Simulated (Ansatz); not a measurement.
**Al18N19 (cell with a defect): density, localisation and related maps**

The calculation's input:

```
crystal:
  lattice:
    - [-4.6953126295, 2.7108400105, 5.0180433211]
    - [0.0, -5.4216800211, 5.0180433211]
    - [4.6953126295, 2.7108400105, 5.0180433211]
  atoms:
    - { symbol: Al, position: [0.3886336308, 0.7219669642, 0.3886336308] }
    - { symbol: Al, position: [0.7219669642, 0.3886336308, 0.3886336308] }
    - { symbol: Al, position: [0.0553002975, 0.7219669642, 0.7219669642] }
    - { symbol: Al, position: [0.0547733712, 0.0626083726, 0.3776842009], spin: 0.1 }
    - { symbol: Al, position: [0.3886336308, 0.3886336308, 0.7219669642] }
    - { symbol: Al, position: [0.7219669642, 0.7219669642, 0.0553002975] }
    - { symbol: Al, position: [0.7219669642, 0.0553002975, 0.7219669642] }
    - { symbol: Al, position: [0.0560371527, 0.391864084, 0.0664566566], spin: 0.1 }
    - { symbol: Al, position: [0.3747781886, 0.0683809581, 0.0497103421], spin: 0.1 }
    - { symbol: Al, position: [0.7775225197, 0.7775225197, 0.4441891864] }
    - { symbol: Al, position: [0.1108558531, 0.4441891864, 0.4441891864] }
    - { symbol: Al, position: [0.4441891864, 0.7775225197, 0.7775225197] }
    - { symbol: Al, position: [0.4441891864, 0.1108558531, 0.4441891864] }
    - { symbol: Al, position: [0.7775225197, 0.4441891864, 0.7775225197] }
    - { symbol: Al, position: [0.1153120227, 0.7577618866, 0.0965759975], spin: 0.1 }
    - { symbol: Al, position: [0.1096365856, 0.1152907871, 0.7721589039], spin: 0.1 }
    - { symbol: Al, position: [0.4441891864, 0.4441891864, 0.1108558531] }
    - { symbol: Al, position: [0.7881980477, 0.1185364672, 0.0974469259], spin: 0.1 }
    - { symbol: "N", position: [0.5158108136, 0.8491441469, 0.5158108136] }
    - { symbol: "N", position: [0.8491441469, 0.5158108136, 0.5158108136] }
    - { symbol: "N", position: [0.1824774803, 0.8491441469, 0.8491441469] }
    - { symbol: "N", position: [0.1824774803, 0.1824774803, 0.5158108136] }
    - { symbol: "N", position: [0.5158108136, 0.5158108136, 0.8491441469] }
    - { symbol: "N", position: [0.8491441469, 0.8491441469, 0.1824774803] }
    - { symbol: "N", position: [0.8491441469, 0.1824774803, 0.8491441469] }
    - { symbol: "N", position: [0.1824774803, 0.5158108136, 0.1824774803] }
    - { symbol: "N", position: [0.5158108136, 0.1824774803, 0.1824774803] }
    - { symbol: "N", position: [0.5713663692, 0.5713663692, 0.2380330358] }
    - { symbol: "N", position: [0.8980260447, 0.2412179768, 0.2366344972], spin: 0.1 }
    - { symbol: "N", position: [0.2380330358, 0.5713663692, 0.5713663692] }
    - { symbol: "N", position: [0.2380785045, 0.9072348363, 0.2341130679], spin: 0.1 }
    - { symbol: "N", position: [0.5713663692, 0.2380330358, 0.5713663692] }
    - { symbol: "N", position: [0.9046997025, 0.5713663692, 0.9046997025] }
    - { symbol: "N", position: [0.9046997025, 0.9046997025, 0.5713663692] }
    - { symbol: "N", position: [0.2517999968, 0.2390077691, 0.9117486498], spin: 0.1 }
    - { symbol: "N", position: [0.5713663692, 0.9046997025, 0.9046997025] }
    - { symbol: "N", position: [0.057153516, 0.0588801404, 0.0831119805], spin: 0.1 }
  host:
    lattice:
      - [3.1302084196, 0.0, 0.0]
      - [-1.5651042098, 2.7108400105, 0.0]
      - [0.0, 0.0, 5.0180433211]
    atoms:
      - { symbol: Al, position: [0.6666666667, 0.3333333333, 0.4992342259] }
      - { symbol: Al, position: [0.3333333333, 0.6666666667, 0.9992342259] }
      - { symbol: "N", position: [0.6666666667, 0.3333333333, 0.8807657741] }
      - { symbol: "N", position: [0.3333333333, 0.6666666667, 0.3807657741] }
basis:
  ecutwfc: 420
  xc_grid: 2
kpoints:
  mp_grid: { grid: [2, 2, 2], shift: [0.5, 0.5, 0.5] }
hamiltonian:
  xc: pbe
scf:
  occupations: { method: gaussian, width: 0.01 }
output:
  forces: true
  stress: false
  eigenvalues: true
  populations: true
  charged_corrections:
    defect_position: [0.06944444, 0.06944444, 0.06944444]
    epsilon: [[8.2951, 0.0, 0.0], [0.0, 8.2951, 0.0], [0.0, 0.0, 9.8367]]
  write_density: true
  write_potential: true
  elf: true
  volumetric_format: npy
magnetization:
  spin_polarized: true
relax:
  adjacent_minimum: "off"
  f_tol: 0.025
  max_steps: 45
```

Run with:

```sh
ansatz run input.yaml --threads 4 --pin off --max-ram 10240MiB --backend cpu --events-out ev --progress --plain --runs-dir out
```

The fields are those of the run's last geometry, not of the input's.

Spin-polarised.

All numbers below come from DFT PBE, scalar-relativistic, plane waves, PAW in Ansatz.

In a PAW calculation such maps are meaningful between the atoms, not at the nuclei.

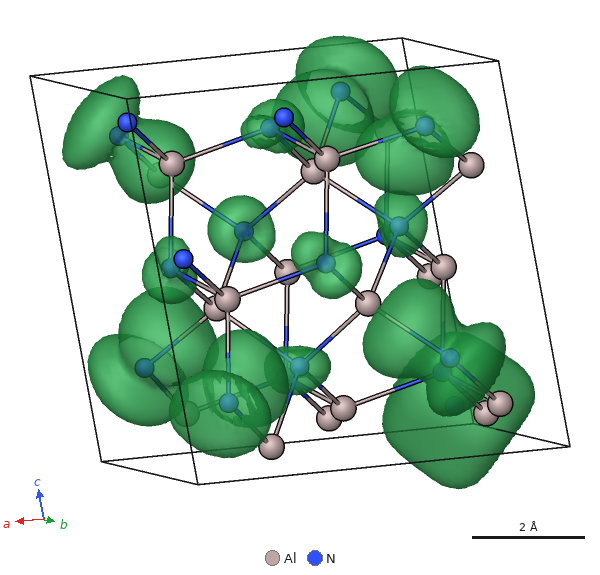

Figure 1. Isosurfaces of the spin density (up minus down) at +0.008 (green) and −0.008 e/Å³ (red), seen at an oblique angle. Sticks mark near contacts.

Question: Which atoms carry the moments, and with what signs?

Answer: The spin density sits on N: +1.4 μB in one cell of 37 atoms, with smaller moments on other sites: N (up to +0.18 μB): with much of the spin spread outside that site. The cell of the calculation (37 atoms) carries 3.0 μB of net spin moment. Only one sign reaches the isovalue.

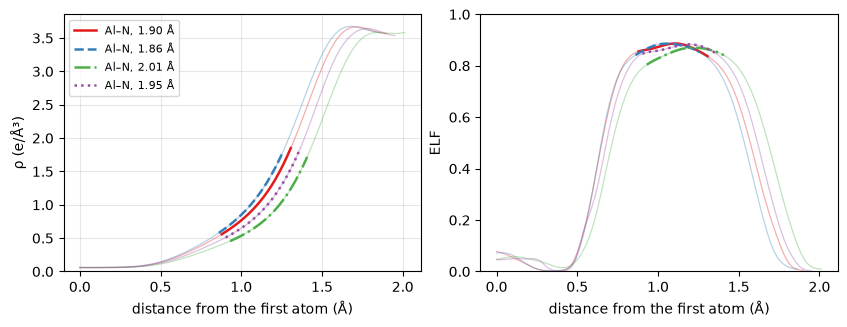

Figure 2. Valence charge density (pseudo) and electron localisation function along straight lines between neighbouring atoms. Thin, pale parts lie inside the atomic spheres.

Question: Compare the contacts.

Answer: Al–N (1.90 Å): ρ at the midpoint is about 0.67 e/Å³; the ELF peaks at about 0.90 in the valence shell of N, 0.8 Å from its nucleus, and is about 0.85 at the midpoint.
Al–N (1.86 Å): ρ is about 0.7 e/Å³ halfway; the ELF peaks at about 0.90 between the atoms (a shared but strongly polarised pair).
Al–N (2.01 Å): ρ is about 0.54 e/Å³ halfway; the ELF peaks at about 0.85 in the valence shell of N, 0.8 Å from its nucleus, and is about 0.85 at the midpoint.
Al–N (1.95 Å): ρ at the midpoint is about 0.61 e/Å³; the ELF peaks at about 0.90 in the valence shell of N, 0.8 Å from its nucleus, and is about 0.85 at the midpoint.

Question: Does the calculation make it a metal, or give it a gap?

Answer: It is gapped, with a Kohn–Sham gap of 1.1 eV on the k-point mesh, an upper bound to the gap of this method.
